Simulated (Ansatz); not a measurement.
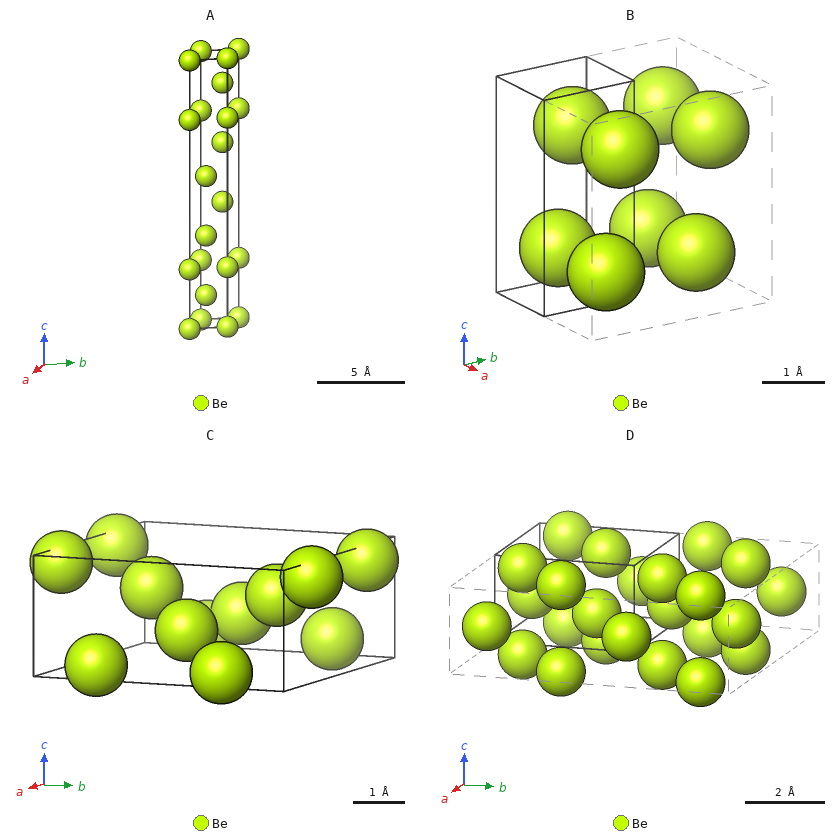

Four structures of Be, each relaxed to rest (conventional cells in solid outline, small ones repeated, each panel with its own scale). Method: DFT PBE, scalar-relativistic, plane waves, PAW in Ansatz 0.2.0, without spin polarisation.

> What are the structures shown?

A: α-samarium (9R) type, R-3m; B: hexagonal close-packed (Mg type), P6_3/mmc; C: 8 atoms a cell on a body-centred tetragonal lattice, I4_1/amd; D: 4 atoms a cell on a primitive tetragonal lattice, P4_2/mnm.

> Rank them by energy, lowest first.

B, then A (+24 meV/atom), D (+53 meV/atom) and C (+630 meV/atom), energies at zero smearing.

> Collect the results in a table.

| panel | structure | E − E(lowest) (meV/atom) | volume (Å³/atom) | gap (eV) |
| --- | --- | --- | --- | --- |
| B | P6_3/mmc | 0 | 7.9 | metal |
| A | R-3m | 24 | 7.9 | metal |
| D | P4_2/mnm | 53 | 8.0 | metal |
| C | I4_1/amd | 630 | 9.2 | metal |

Some of these may be structure types tried for this composition rather than known phases, and the most stable form need not be among them. Gaps are taken on the k-mesh or band path of each run.
